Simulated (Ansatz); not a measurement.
Geometry relaxation, with input and output: C11H3 (part 3 of 3)

C11H3 (slab, 28 atoms in the cell); DFT LDA, scalar-relativistic, plane waves, PAW, no spin polarisation (Ansatz 0.2.0); cutoff 420 eV, 6×11×1 k-mesh, Gaussian smearing of 0.05 eV. The structure derives from an entry of the Crystallography Open Database. The input holds or restrains some coordinates. Forces given for the steps count only the free coordinates.

## Output, continued
```
  k-point 23: bands = ["-14.2697", "-13.9760", "-13.6784", "-13.1567", "-12.8426", "-12.5952", "-12.4890", "-12.1492", "-12.1010", "-11.8292", "-11.5344", "-10.3743", "-10.3008", "-9.6351", "-9.3439", "-8.9329", "-8.7238", "-8.4155", "-7.7368", "-7.4134", "-7.2920", "-6.8497", "-5.9189", "-5.8450", "-5.3049", "-4.8356", "-4.6364", "-4.5869", "-4.2611", "-4.0906", "-3.9433", "-3.7505", "-3.7474", "-3.6573", "-3.4980", "-3.2406", "-3.0797", "-2.9025", "-2.7832", "-2.6088", "-2.4135", "-2.2928", "-2.1899", "-2.1775", "-1.8826", "-0.8793", "-0.8742", "6.4677", "6.4767", "7.6409", "8.1387", "8.6965", "8.7882", "8.9718", "9.2058", "9.2311", "9.6999", "9.7422", "9.9378", "10.1657", "10.6064", "10.6293", "11.0359", "11.0724", "11.1764", "11.6098", "11.7941", "11.8241", "12.1695", "12.3002", "12.4395", "12.4533", "12.6474", "12.7430", "12.9243"]
--- Relaxed structure (7 steps of the walk, 7 accepted, 0 SCFs on fresh bases) ---
  F+E_penalty+E_count = -5430.97323258 eV   max|allowed force component| = 9.743e-3 eV/Å
  atoms:
    - { symbol: H, position: [0.25, 0.1272757853, 0.2902254128] }
    - { symbol: H, position: [0.25, 0.8727242147000001, 0.2902254128] }
    - { symbol: H, position: [0.7499999999999999, 0.8727242147000001, 0.2902254128] }
    - { symbol: H, position: [0.7499999999999999, 0.1272757853, 0.2902254128] }
    - { symbol: C, position: [0.25, 0.5, 0.3127003322] }
    - { symbol: C, position: [0.7499999999999999, 0.5, 0.3127003322] }
    - { symbol: C, position: [0.5, 0.5, 0.3428473911] }
    - { symbol: C, position: [0.0, 0.5, 0.3428473911] }
    - { symbol: C, position: [0.5, 0.0, 0.37299445009999993] }
    - { symbol: C, position: [0.0, 0.0, 0.37299445009999993] }
    - { symbol: C, position: [0.7499999999999999, 0.0, 0.403141509] }
    - { symbol: C, position: [0.25, 0.0, 0.403141509] }
    - { symbol: C, position: [0.7499999999999999, 0.5, 0.433288568] }
    - { symbol: C, position: [0.25, 0.5, 0.433288568] }
    - { symbol: C, position: [0.0026908733194102247, 0.5, 0.46344461113063823] }
    - { symbol: C, position: [0.4973091266805898, 0.5, 0.46344461113063823] }
    - { symbol: C, position: [0.0029306040696644962, 0.0, 0.4935865350578778] }
    - { symbol: C, position: [0.49706939593033544, 0.0, 0.4935865350578778] }
    - { symbol: C, position: [0.25, 0.0, 0.5256404887289495] }
    - { symbol: C, position: [0.7499999999999999, 0.0, 0.5219464326528973] }
    - { symbol: C, position: [0.25, 0.5, 0.5570661677489354] }
    - { symbol: C, position: [0.7499999999999999, 0.5, 0.5507689948883369] }
    - { symbol: C, position: [0.5176083271521121, 0.5, 0.584397020455664] }
    - { symbol: C, position: [-0.017608327152112118, 0.5, 0.584397020455664] }
    - { symbol: C, position: [0.5891812130905476, 0.0, 0.6117957100443497] }
    - { symbol: C, position: [0.9108187869094522, 0.0, 0.6117957100443497] }
    - { symbol: H, position: [0.9987344032114134, 0.0, 0.6464061882246576] }
    - { symbol: H, position: [0.5012655967885866, 0.0, 0.6464061882246576] }
```

## Trajectory as extended XYZ (Å, eV, eV/Å), 7 frames, from step=1 to step=7
```
28
Lattice="4.9946 0.0000 0.0000 0.0000 2.4973 0.0000 0.0000 0.0000 29.2876" Properties=species:S:1:pos:R:3:forces:R:3 step=1 energy=-5429.72711
H     1.2487    0.3178    8.5000    0.0000  14.4644   0.5766
H     1.2487    2.1795    8.5000    0.0000 -14.4644   0.5766
H     3.7460    2.1795    8.5000    0.0000 -14.4644   0.5758
H     3.7460    0.3178    8.5000    0.0000  14.4644   0.5758
C     1.2487    1.2487    9.1582    0.0000   0.0000   0.3088
C     3.7460    1.2487    9.1582    0.0000   0.0000   0.2984
C     2.4973    1.2487   10.0412    0.0128   0.0000  -1.5408
C     0.0000    1.2487   10.0412   -0.0128   0.0000  -1.5408
C     2.4973    0.0000   10.9241   -0.0270   0.0000   0.1100
C     0.0000    0.0000   10.9241    0.0270   0.0000   0.1100
C     3.7460    0.0000   11.8070    0.0000   0.0000   0.0522
C     1.2487    0.0000   11.8070    0.0000   0.0000  -0.0956
C     3.7460    1.2487   12.6900    0.0000   0.0000   0.3680
C     1.2487    1.2487   12.6900    0.0000   0.0000  -0.3530
C     0.0190    1.2487   13.5739    0.0193   0.0000  -0.0091
C     2.4783    1.2487   13.5739   -0.0193   0.0000  -0.0091
C     0.0217    0.0000   14.4565   -0.0327   0.0000   0.0240
C     2.4756    0.0000   14.4565    0.0327   0.0000   0.0240
C     1.2487    0.0000   15.4205    0.0000   0.0000  -0.0279
C     3.7460    0.0000   15.2665    0.0000   0.0000   0.1922
C     1.2487    1.2487   16.3560    0.0000   0.0000  -0.2043
C     3.7460    1.2487   16.0957    0.0000   0.0000   0.4158
C     2.5868    1.2487   17.1483    0.2939   0.0000  -2.8275
C    -0.0894    1.2487   17.1483   -0.2939   0.0000  -2.8275
C     3.0608    0.0000   17.8222   -7.2797   0.0000   2.9182
C     4.4311    0.0000   17.8222    7.2797   0.0000   2.9182
H     4.7144    0.0000   18.9057    0.8038   0.0000  -0.3040
H     2.7776    0.0000   18.9057   -0.8038   0.0000  -0.3040
28
Lattice="4.9946 0.0000 0.0000 0.0000 2.4973 0.0000 0.0000 0.0000 29.2876" Properties=species:S:1:pos:R:3:forces:R:3 step=2 energy=-5430.75349
H     1.2487    0.3178    8.5000    0.0000  14.4644   0.5765
H     1.2487    2.1795    8.5000    0.0000 -14.4644   0.5765
H     3.7460    2.1795    8.5000    0.0000 -14.4644   0.5759
H     3.7460    0.3178    8.5000    0.0000  14.4644   0.5759
C     1.2487    1.2487    9.1582    0.0000   0.0000   0.3069
C     3.7460    1.2487    9.1582    0.0000   0.0000   0.2990
C     2.4973    1.2487   10.0412    0.0097   0.0000  -1.5406
C     0.0000    1.2487   10.0412   -0.0097   0.0000  -1.5406
C     2.4973    0.0000   10.9241   -0.0223   0.0000   0.1102
C     0.0000    0.0000   10.9241    0.0223   0.0000   0.1102
C     3.7460    0.0000   11.8070    0.0000   0.0000   0.0407
C     1.2487    0.0000   11.8070    0.0000   0.0000  -0.0907
C     3.7460    1.2487   12.6900    0.0000   0.0000   0.3013
C     1.2487    1.2487   12.6900    0.0000   0.0000  -0.3068
C     0.0176    1.2487   13.5734   -0.0964   0.0000  -0.0069
C     2.4797    1.2487   13.5734    0.0964   0.0000  -0.0069
C     0.0163    0.0000   14.4557    0.0993   0.0000   0.0069
C     2.4810    0.0000   14.4557   -0.0993   0.0000   0.0069
C     1.2487    0.0000   15.4065    0.0000   0.0000  -0.0131
C     3.7460    0.0000   15.2773    0.0000   0.0000  -0.0199
C     1.2487    1.2487   16.3340    0.0000   0.0000   0.0140
C     3.7460    1.2487   16.1084    0.0000   0.0000   0.7970
C     2.5848    1.2487   17.1301    0.4901   0.0000  -0.9637
C    -0.0875    1.2487   17.1301   -0.4901   0.0000  -0.9637
C     3.0051    0.0000   17.8955   -2.9592   0.0000   0.9881
C     4.4869    0.0000   17.8955    2.9592   0.0000   0.9881
H     4.8893    0.0000   18.9424    0.0574   0.0000  -0.4135
H     2.6027    0.0000   18.9424   -0.0574   0.0000  -0.4135
28
Lattice="4.9946 0.0000 0.0000 0.0000 2.4973 0.0000 0.0000 0.0000 29.2876" Properties=species:S:1:pos:R:3:forces:R:3 step=3 energy=-5430.87578
H     1.2487    0.3178    8.5000    0.0000  14.4644   0.5764
H     1.2487    2.1795    8.5000    0.0000 -14.4644   0.5764
H     3.7460    2.1795    8.5000    0.0000 -14.4645   0.5759
H     3.7460    0.3178    8.5000    0.0000  14.4645   0.5759
C     1.2487    1.2487    9.1582    0.0000   0.0000   0.3066
C     3.7460    1.2487    9.1582    0.0000   0.0000   0.2998
C     2.4973    1.2487   10.0412    0.0082   0.0000  -1.5406
C     0.0000    1.2487   10.0412   -0.0082   0.0000  -1.5406
C     2.4973    0.0000   10.9241   -0.0196   0.0000   0.1103
C     0.0000    0.0000   10.9241    0.0196   0.0000   0.1103
C     3.7460    0.0000   11.8070    0.0000   0.0000   0.0337
C     1.2487    0.0000   11.8070    0.0000   0.0000  -0.0852
C     3.7460    1.2487   12.6900    0.0000   0.0000   0.2716
C     1.2487    1.2487   12.6900    0.0000   0.0000  -0.2730
C     0.0162    1.2487   13.5732   -0.1179   0.0000   0.0170
C     2.4812    1.2487   13.5732    0.1179   0.0000   0.0170
C     0.0142    0.0000   14.4560    0.1062   0.0000   0.0187
C     2.4832    0.0000   14.4560   -0.1062   0.0000   0.0187
C     1.2487    0.0000   15.3999    0.0000   0.0000  -0.1321
C     3.7460    0.0000   15.2863    0.0000   0.0000  -0.2280
C     1.2487    1.2487   16.3207    0.0000   0.0000  -0.1557
C     3.7460    1.2487   16.1203    0.0000   0.0000   0.3955
C     2.5744    1.2487   17.1174    0.5573   0.0000  -0.3731
C    -0.0771    1.2487   17.1174   -0.5573   0.0000  -0.3731
C     2.9568    0.0000   17.8969   -0.0057   0.0000  -0.6314
C     4.5352    0.0000   17.8969    0.0057   0.0000  -0.6314
H     4.8774    0.0000   18.9108    0.7053   0.0000   1.0305
H     2.6146    0.0000   18.9108   -0.7053   0.0000   1.0305
28
Lattice="4.9946 0.0000 0.0000 0.0000 2.4973 0.0000 0.0000 0.0000 29.2876" Properties=species:S:1:pos:R:3:forces:R:3 step=4 energy=-5430.97003
H     1.2487    0.3178    8.5000    0.0000  14.4644   0.5765
H     1.2487    2.1795    8.5000    0.0000 -14.4644   0.5765
H     3.7460    2.1795    8.5000    0.0000 -14.4644   0.5759
H     3.7460    0.3178    8.5000    0.0000  14.4644   0.5759
C     1.2487    1.2487    9.1582    0.0000   0.0000   0.3070
C     3.7460    1.2487    9.1582    0.0000   0.0000   0.2996
C     2.4973    1.2487   10.0412    0.0090   0.0000  -1.5406
C     0.0000    1.2487   10.0412   -0.0090   0.0000  -1.5406
C     2.4973    0.0000   10.9241   -0.0193   0.0000   0.1104
C     0.0000    0.0000   10.9241    0.0193   0.0000   0.1104
C     3.7460    0.0000   11.8070    0.0000   0.0000   0.0274
C     1.2487    0.0000   11.8070    0.0000   0.0000  -0.0800
C     3.7460    1.2487   12.6900    0.0000   0.0000   0.2584
C     1.2487    1.2487   12.6900    0.0000   0.0000  -0.2602
C     0.0140    1.2487   13.5732   -0.0086   0.0000  -0.0046
C     2.4833    1.2487   13.5732    0.0086   0.0000  -0.0046
C     0.0151    0.0000   14.4556   -0.0049   0.0000   0.0301
C     2.4822    0.0000   14.4556    0.0049   0.0000   0.0301
C     1.2487    0.0000   15.3964    0.0000   0.0000  -0.0144
C     3.7460    0.0000   15.2863    0.0000   0.0000  -0.0685
C     1.2487    1.2487   16.3183    0.0000   0.0000  -0.0803
C     3.7460    1.2487   16.1279    0.0000   0.0000   0.0787
C     2.5867    1.2487   17.1144   -0.0387   0.0000   0.1009
C    -0.0894    1.2487   17.1144    0.0387   0.0000   0.1009
C     2.9484    0.0000   17.9177   -0.1100   0.0000  -0.0886
C     4.5435    0.0000   17.9177    0.1100   0.0000  -0.0886
H     4.9647    0.0000   18.9373    0.0949   0.0000   0.0059
H     2.5272    0.0000   18.9373   -0.0949   0.0000   0.0059
28
Lattice="4.9946 0.0000 0.0000 0.0000 2.4973 0.0000 0.0000 0.0000 29.2876" Properties=species:S:1:pos:R:3:forces:R:3 step=5 energy=-5430.97203
H     1.2487    0.3178    8.5000    0.0000  14.4644   0.5765
H     1.2487    2.1795    8.5000    0.0000 -14.4644   0.5765
H     3.7460    2.1795    8.5000    0.0000 -14.4644   0.5759
H     3.7460    0.3178    8.5000    0.0000  14.4644   0.5759
C     1.2487    1.2487    9.1582    0.0000   0.0000   0.3067
C     3.7460    1.2487    9.1582    0.0000   0.0000   0.2996
C     2.4973    1.2487   10.0412    0.0088   0.0000  -1.5406
C     0.0000    1.2487   10.0412   -0.0088   0.0000  -1.5406
C     2.4973    0.0000   10.9241   -0.0186   0.0000   0.1104
C     0.0000    0.0000   10.9241    0.0186   0.0000   0.1104
C     3.7460    0.0000   11.8070    0.0000   0.0000   0.0256
C     1.2487    0.0000   11.8070    0.0000   0.0000  -0.0771
C     3.7460    1.2487   12.6900    0.0000   0.0000   0.2541
C     1.2487    1.2487   12.6900    0.0000   0.0000  -0.2439
C     0.0133    1.2487   13.5733   -0.0009   0.0000  -0.0068
C     2.4840    1.2487   13.5733    0.0009   0.0000  -0.0068
C     0.0144    0.0000   14.4561   -0.0120   0.0000  -0.0129
C     2.4829    0.0000   14.4561    0.0120   0.0000  -0.0129
C     1.2487    0.0000   15.3929    0.0000   0.0000  -0.0002
C     3.7460    0.0000   15.2876    0.0000   0.0000   0.0448
C     1.2487    1.2487   16.3112    0.0000   0.0000   0.0989
C     3.7460    1.2487   16.1339    0.0000   0.0000  -0.1376
C     2.5814    1.2487   17.1160    0.1634   0.0000  -0.0595
C    -0.0841    1.2487   17.1160   -0.1634   0.0000  -0.0595
C     2.9422    0.0000   17.9160   -0.0377   0.0000   0.0393
C     4.5498    0.0000   17.9160    0.0377   0.0000   0.0393
H     4.9900    0.0000   18.9286   -0.0102   0.0000   0.0322
H     2.5019    0.0000   18.9286    0.0102   0.0000   0.0322
28
Lattice="4.9946 0.0000 0.0000 0.0000 2.4973 0.0000 0.0000 0.0000 29.2876" Properties=species:S:1:pos:R:3:forces:R:3 step=6 energy=-5430.97323
H     1.2487    0.3178    8.5000    0.0000  14.4644   0.5765
H     1.2487    2.1795    8.5000    0.0000 -14.4644   0.5765
H     3.7460    2.1795    8.5000    0.0000 -14.4644   0.5759
H     3.7460    0.3178    8.5000    0.0000  14.4644   0.5759
C     1.2487    1.2487    9.1582    0.0000   0.0000   0.3068
C     3.7460    1.2487    9.1582    0.0000   0.0000   0.2995
C     2.4973    1.2487   10.0412    0.0089   0.0000  -1.5406
C     0.0000    1.2487   10.0412   -0.0089   0.0000  -1.5406
C     2.4973    0.0000   10.9241   -0.0189   0.0000   0.1103
C     0.0000    0.0000   10.9241    0.0189   0.0000   0.1103
C     3.7460    0.0000   11.8070    0.0000   0.0000   0.0252
C     1.2487    0.0000   11.8070    0.0000   0.0000  -0.0785
C     3.7460    1.2487   12.6900    0.0000   0.0000   0.2533
C     1.2487    1.2487   12.6900    0.0000   0.0000  -0.2504
C     0.0134    1.2487   13.5732    0.0046   0.0000  -0.0003
C     2.4839    1.2487   13.5732   -0.0046   0.0000  -0.0003
C     0.0146    0.0000   14.4560   -0.0018   0.0000  -0.0022
C     2.4827    0.0000   14.4560    0.0018   0.0000  -0.0022
C     1.2487    0.0000   15.3947    0.0000   0.0000   0.0027
C     3.7460    0.0000   15.2865    0.0000   0.0000   0.0098
C     1.2487    1.2487   16.3151    0.0000   0.0000  -0.0038
C     3.7460    1.2487   16.1307    0.0000   0.0000  -0.0071
C     2.5853    1.2487   17.1156   -0.0038   0.0000   0.0071
C    -0.0879    1.2487   17.1156    0.0038   0.0000   0.0071
C     2.9427    0.0000   17.9180   -0.0026   0.0000  -0.0074
C     4.5492    0.0000   17.9180    0.0026   0.0000  -0.0074
H     4.9883    0.0000   18.9317   -0.0013   0.0000   0.0019
H     2.5036    0.0000   18.9317    0.0013   0.0000   0.0019
28
Lattice="4.9946 0.0000 0.0000 0.0000 2.4973 0.0000 0.0000 0.0000 29.2876" Properties=species:S:1:pos:R:3:forces:R:3 step=7 energy=-5430.97323
H     1.2487    0.3178    8.5000    0.0000  14.4644   0.5765
H     1.2487    2.1795    8.5000    0.0000 -14.4644   0.5765
H     3.7460    2.1795    8.5000    0.0000 -14.4644   0.5759
H     3.7460    0.3178    8.5000    0.0000  14.4644   0.5759
C     1.2487    1.2487    9.1582    0.0000   0.0000   0.3068
C     3.7460    1.2487    9.1582    0.0000   0.0000   0.2995
C     2.4973    1.2487   10.0412    0.0089   0.0000  -1.5406
C     0.0000    1.2487   10.0412   -0.0089   0.0000  -1.5406
C     2.4973    0.0000   10.9241   -0.0189   0.0000   0.1103
C     0.0000    0.0000   10.9241    0.0189   0.0000   0.1103
C     3.7460    0.0000   11.8070    0.0000   0.0000   0.0253
C     1.2487    0.0000   11.8070    0.0000   0.0000  -0.0785
C     3.7460    1.2487   12.6900    0.0000   0.0000   0.2533
C     1.2487    1.2487   12.6900    0.0000   0.0000  -0.2504
C     0.0134    1.2487   13.5732    0.0046   0.0000  -0.0003
C     2.4839    1.2487   13.5732   -0.0046   0.0000  -0.0003
C     0.0146    0.0000   14.4560   -0.0018   0.0000  -0.0022
C     2.4827    0.0000   14.4560    0.0018   0.0000  -0.0022
C     1.2487    0.0000   15.3947    0.0000   0.0000   0.0027
C     3.7460    0.0000   15.2865    0.0000   0.0000   0.0097
C     1.2487    1.2487   16.3151    0.0000   0.0000  -0.0038
C     3.7460    1.2487   16.1307    0.0000   0.0000  -0.0072
C     2.5853    1.2487   17.1156   -0.0037   0.0000   0.0070
C    -0.0879    1.2487   17.1156    0.0037   0.0000   0.0070
C     2.9427    0.0000   17.9180   -0.0025   0.0000  -0.0074
C     4.5492    0.0000   17.9180    0.0025   0.0000  -0.0074
H     4.9883    0.0000   18.9317   -0.0013   0.0000   0.0018
H     2.5036    0.0000   18.9317    0.0013   0.0000   0.0018
```

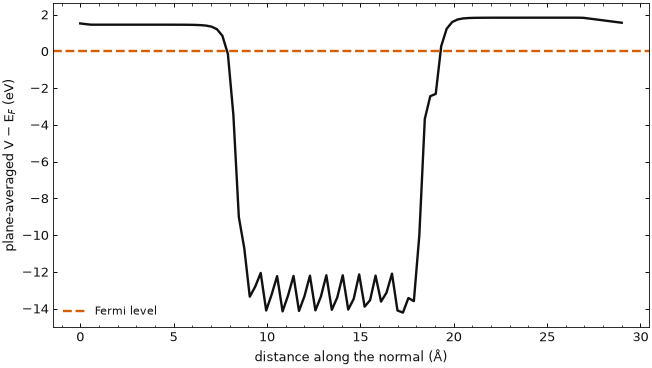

**Figure 1.** Plane average of the electrostatic potential energy of an electron across the cell, from the Fermi level. The vacuum level lies 1.83 eV above the Fermi level on the upper side and 1.45 eV on the lower.

## Key numbers

| quantity | value |
| --- | --- |
| outcome | converged under the restraints of the input |
| electrons treated | 94 |
| free energy | −5430.9732 eV |
| work function, top face | 1.83 eV |
| work function, bottom face | 1.45 eV |
| Fermi energy | 4.231 eV |
| gap on the k-point mesh | 1.32 eV |
| final volume | 365.31 Å³ |
| work function (upper face) | 1.83 eV |
| largest force (length of the vector) at the end, held atoms and coordinates included | 14.476 eV/Å |
| wall time | 4.6 min (CPU time 9.1 min) |
| peak memory | 0.92 GiB |
